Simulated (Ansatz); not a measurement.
# NiO: 5 runs along one coordinate

System: NiO (Fm-3m, 2 atoms in the cell).
Method: Kohn-Sham DFT of a periodic cell, revPBE with D3(BJ), DFT+U, Ansatz NC, spin-polarised (Ansatz 0.2.0).

The 5 runs differ only in the geometry, by an even scaling of the cell at fixed fractional positions. The structure derives from an entry of the Crystallography Open Database.

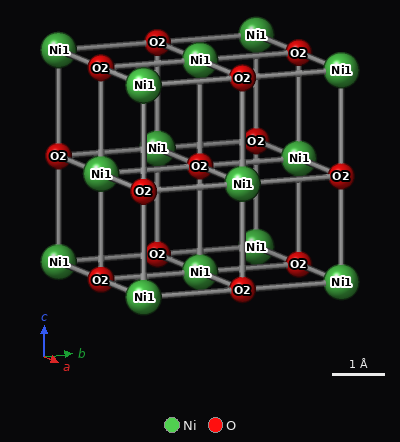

Figure 1. The structure of run 3 (ball-and-stick view of the cell 4 times as large as that of the calculation, set on its symmetry axes, seen slightly off an axis; atoms are numbered from 1 in the order of the input).

**Input of run 3**
```yaml
crystal:
  lattice:
    - [0.0, 2.0997159621, 2.0997159621]
    - [2.0997159621, 0.0, 2.0997159621]
    - [2.0997159621, 2.0997159621, 0.0]
  atoms:
    - { symbol: Ni, position: [0.0, 0.0, 0.0], spin: 1.0 }
    - { symbol: O, position: [0.5, 0.5, 0.5] }
hamiltonian:
  xc: revpbe
  pseudopotentials: { kind: nc }
  dispersion: d3bj
  hubbard:
    sites: [{ species: Ni, l: d, u_eff: 7.0 }]
    projectors: all-electron-atomic
    double_counting: amf
magnetization:
  spin_polarized: true
kpoints:
  mp_grid: { grid: [11, 11, 11] }
scf:
  occupations: { method: methfessel_paxton, width: 0.1 }
output:
  forces: true
  stress: true
  eigenvalues: true
```

Command:
```bash
ansatz run input.yaml --threads 1 --pin off --max-ram 2560MiB --backend cpu --events-out ev --progress --plain --runs-dir out
```

Lattice vectors (Å) and fractional positions of run 3:
```
   0.000000    2.099716    2.099716
   2.099716    0.000000    2.099716
   2.099716    2.099716    0.000000
Ni  0.000000  0.000000  0.000000
O   0.500000  0.500000  0.500000
```

Run 4 differs from it as follows:
```diff
-    - [0.0, 2.0997159621, 2.0997159621]
-    - [2.0997159621, 0.0, 2.0997159621]
-    - [2.0997159621, 2.0997159621, 0.0]
+    - [0.0, 2.1133508634, 2.1133508634]
+    - [2.1133508634, 0.0, 2.1133508634]
+    - [2.1133508634, 2.1133508634, 0.0]
```

**Results, with one run withheld**

```tsv
run	volume per atom (Å³)	free energy per atom, from the lowest run given (meV)	pressure (GPa)	gap on the mesh (eV)
1	8.713	93.49	31.52	1.93
2	8.894	61.40	25.10	1.83
3	9.257	18.67	13.03	1.64
4	9.439	?	?	?
5	9.620	0.00	3.93	1.47
```

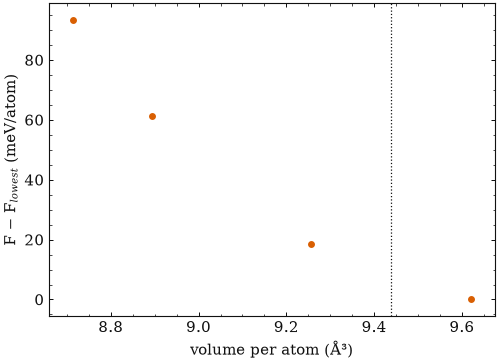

Figure 2. Free energy per atom of the runs given; the dotted line marks run 4.

What should run 4 give?

A quadratic polynomial in V^(−2/3) (the Birch–Murnaghan form), fitted to the 4 runs given, misses them by at most 0.08 meV per atom. With x = V^(−2/3) − 0.22926 Å⁻², it reads F = 32.811 + 6594.4 x + 3.1606e+05 x² (meV per atom). At run 4 it gives 6.54 meV per atom, and the run itself gives 6.76. The slope of the fit gives a pressure −dF/dV of 8.12 GPa there, and the run prints 8.12 GPa. The fit has no minimum inside this range. The gap on the mesh goes, without turning, from 1.93 eV in run 1 to 1.47 eV in run 5; run 4 has 1.56 eV. These are gaps of this functional on this mesh, which can miss the band edges; they aren't the measured gap.

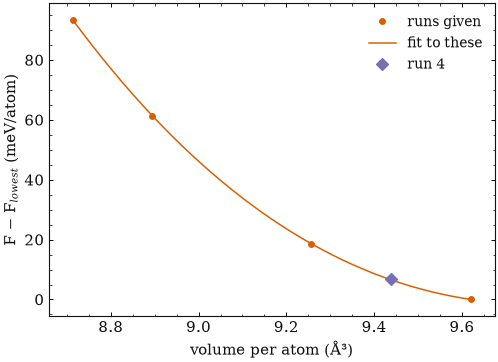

Figure 3. The fit and the withheld run.

**Output, shortened to warnings, some set-up lines, iterations and results (run 4)**
```
Basis set: ecut = 1400 eV, 2229 PW (Γ), exchange–correlation on 80×80×80 points (8 copies of the dense FFT grid, shifted against one another)
Symmetry: 48 space group operations
k-points: 56 of 1331
Initial density: superposition of atomic densities (chi_scale 0.1, normalization cell, long waves kept (reshape's long-wave potential 0.00 eV rms))
[...]
SCF iter   1: F=—  HF=-5105.309306 eV  |F-HF|=—  |Δ(HF+E_count)|=         —  Δρ=3.05e-1 (↑1.64e-1 ↓3.05e-1)  dr2=3.08e1  dr2_m=1.24e0  M=0.172 μB ∫|m|=0.179 μB  β_m=0.30  …
SCF iter   2: F=—  HF=-5101.226672 eV  |F-HF|=—  |Δ(HF+E_count)|=    4.08e0  S|Δr|=    0.00e0  Δρ=1.12e-1 (↑7.18e-2 ↓1.12e-1)  dr2=6.82e-1  dr2_m=2.52e-1  M=0.574 μB …
SCF iter   3: F=—  HF=-5101.565316 eV  |F-HF|=—  |Δ(HF+E_count)|=   3.39e-1  S|Δr|=    0.00e0  Δρ=1.12e-1 (↑3.99e-2 ↓1.12e-1)  dr2=3.39e-1  dr2_m=4.75e-1  M=0.961 μB …
SCF iter   4: F=—  HF=-5102.141741 eV  |F-HF|=—  |Δ(HF+E_count)|=   5.76e-1  S|Δr|=    0.00e0  Δρ=1.03e-1 (↑6.80e-2 ↓1.03e-1)  dr2=8.20e-2  dr2_m=1.22e0  M=1.720 μB …
SCF iter   5: F=—  HF=-5103.034975 eV  |F-HF|=—  |Δ(HF+E_count)|=   8.93e-1  S|Δr|=    0.00e0  Δρ=5.36e-2 (↑2.81e-2 ↓5.36e-2)  dr2=1.46e-1  dr2_m=2.58e-1  M=2.000 μB …
[... 5 lines ...]
SCF iter  11: F=—  HF=-5103.901453 eV  |F-HF|=—  |Δ(HF+E_count)|=   2.06e-4  S|Δr|=    0.00e0  Δρ=3.66e-4 (↑3.66e-4 ↓1.81e-4)  dr2=9.40e-6  dr2_m=1.08e-5  M=2.000 μB …
SCF iter  12: F=—  HF=-5103.901453 eV  |F-HF|=—  |Δ(HF+E_count)|=   8.40e-7  S|Δr|=    0.00e0  Δρ=1.32e-4 (↑1.32e-4 ↓1.32e-4)  dr2=5.70e-8  dr2_m=2.93e-6  M=2.000 μB …
SCF iter  13: F=-5103.901456 eV  HF=-5103.901456 eV  |F-HF|=4.01e-9  |Δ(HF+E_count)|=   2.14e-6  S|Δr|=    0.00e0  Δρ=9.96e-6 (↑9.96e-6 ↓6.75e-6)  dr2=1.04e-8  dr2_m=7.50e-9  …
SCF iter  14: F=-5103.901456 eV  HF=-5103.901456 eV  |F-HF|=4.27e-11  |Δ(HF+E_count)|=   3.16e-9  S|Δr|=    0.00e0  Δρ=8.90e-7 (↑4.89e-7 ↓8.90e-7)  dr2=4.03e-11  …
SCF 1 converged in 14 iterations: F = -5103.901456 eV  dr2 = 4.03e-11
this state was not tested for a lower state beside it, because cold or Methfessel-Paxton smearing, or corrected tetrahedra, fill the levels in a way that the test cannot read (fill_not_monotonic; see scf.lower_state_search)
SCF converged after 14 iterations
an eigenvalue changed by more than its tolerance at an iteration that met the thresholds in force, so the SCF went on 1 time: the last check found none over its tolerance
Magnetization: 2.0000 μB (13.0000 up, 11.0000 down)
Absolute magnetization: 2.0048 μB (∫|ρ↑−ρ↓|)
Spin contamination: 0.0015 ħ² per cell (⟨S²⟩ above its minimum at these occupations)
Per-site moments (μB) at R_I (Å): [(1.8028088534451154, 0.8717572311525), (0.12070989135033368, 0.8717572311525)]
Free energy (F): -5103.901456 eV
Harris-Foulkes:  -5103.901456 eV  (|F-HF|=4.27e-11)
Internal energy: -5103.901456 eV  (E = F + TS)
E sigma→0 (E₀):  -5103.901456 eV
Fermi energy:    14.573628 eV
Step filling:    the computed levels leave a gap of 1.5563 eV = 15.6 smearing widths at the electron count; against every level under it full and every level over it empty, smearing changes F+E_penalty+E_count by +4.19e-28 meV and its σ→0 estimate by -1.24e-26 meV
--- Per-component energies (eV) ---
  E_band       = -357.584169
  E_kinetic    = 2611.201292
  E_local      = -4243.991204  (includes V_loc(G=0)·N_el)
  E_nonlocal   = -1090.092231
  E_hartree    = 1559.753380
  E_xc         = -724.101513
  E_vxc        = -747.942818  (∫ρ·V_xc dr)
  E_hubbard    = -3.132772  (on-site DFT+U / exact-exchange correction)
  E_vhub       = -6.265552  (the Hubbard potential's part of the band-sum identity)
  E_ewald      = -3212.524009
  E_disp       = -1.014398  (pairwise vdW)
  E_smearing   = 0.000000  (= −TS)
  E_closure    = -0.000000  (closes the sum)
  Σ components = -5103.901456   (vs F -5103.901456, Δ=0.00e0)
DFT+U double counting: amf (around mean field; hamiltonian.hubbard.double_counting)
--- Forces (eV/Å), atoms counted from 1 ---
  atom   1  Ni    -0.00000000     0.00000000     0.00000000
  atom   2  O      0.00000000    -0.00000000    -0.00000000
  max |Σ_I F_I| component: 5.96e-29 eV/Å
--- Stress (GPa, compression-positive) ---
        8.124184      -0.000000      -0.000000
       -0.000000       8.124184      -0.000000
        0.000000       0.000000       8.124184
  P = ⅓ Tr σ = 8.1242 GPa (81.242 kbar)
Occupation matrices written to [file]
```

The program warns: the state was not tested for a lower one. Points of doubt noted for this run: forces on files of another functional; state may lie high.
